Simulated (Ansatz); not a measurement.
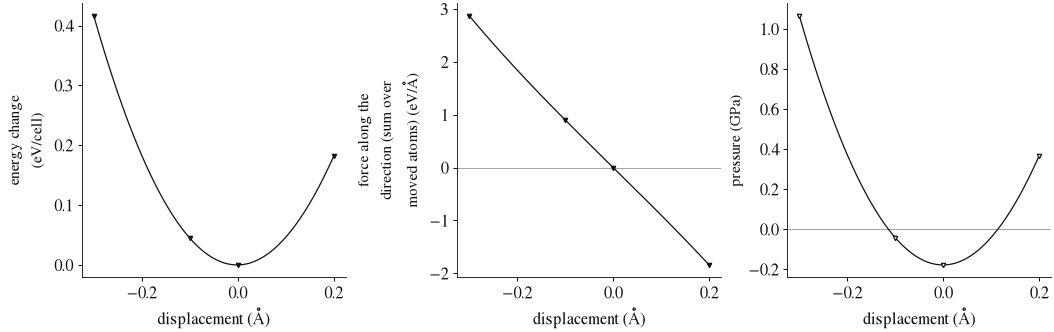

The figure shows the energy change, force along the direction (sum over moved atoms) and pressure against displacement for Si₂Ni, space group Fm-3m (No. 225).

Starting cell:
```
CELL_PARAMETERS angstrom
5.44683 0.00000 0.00000
0.00000 -5.44683 0.00000
0.00000 0.00000 -5.44683
ATOMIC_POSITIONS crystal
Si 0.25000 0.25000 0.25000
Si 0.75000 0.75000 0.25000
Si 0.75000 0.25000 0.75000
Si 0.25000 0.75000 0.75000
Si 0.75000 0.75000 0.75000
Si 0.25000 0.25000 0.75000
Si 0.25000 0.75000 0.25000
Si 0.75000 0.25000 0.25000
Ni 0.00000 0.50000 0.50000
Ni 0.50000 0.00000 0.50000
Ni 0.50000 0.50000 0.00000
Ni 0.00000 0.00000 0.00000
```

Method: one atom of a crystal moved along a line, all else fixed, by plane-wave density functional theory with PAW datasets, free energies less that of the undisturbed cell, pressure positive in compression; scalar-relativistic (Ansatz 0.2.0). Level: PBE, no spin polarisation.

wave cutoff 420 eV; k mesh 10×10×10; occupations Gaussian; smearing width 0.15 eV; k shift (0, 0, 0) (mesh steps); start relaxed; moved atom 1; direction (0, 0, 1) (Cartesian unit vector).

Q: Is the starting structure at a minimum along this coordinate?

A: Yes: the energy rises on both sides of the starting structure, which is therefore a minimum along this path.

Q: Read off the course of the force along the direction (sum over moved atoms).

A: It falls from 2.87 eV/Å at displacement −0.3 Å to −1.84 eV/Å at 0.2 Å, and changes sign near 0.0 Å.

Note: no spin polarisation, a magnetic state may lie lower.

The computed values:

```json
{"displacement (Å)": "-0.3", "energy change (eV/cell)": "0.4160", "force along the direction (sum over moved atoms) (eV/Å)": "2.87", "pressure (GPa)": "1.065"}
{"displacement (Å)": "-0.1", "energy change (eV/cell)": "0.0449", "force along the direction (sum over moved atoms) (eV/Å)": "0.90", "pressure (GPa)": "-0.042"}
{"displacement (Å)": "0.0", "energy change (eV/cell)": "0.0000", "force along the direction (sum over moved atoms) (eV/Å)": "0.00", "pressure (GPa)": "-0.178"}
{"displacement (Å)": "0.2", "energy change (eV/cell)": "0.1814", "force along the direction (sum over moved atoms) (eV/Å)": "-1.84", "pressure (GPa)": "0.368"}
```
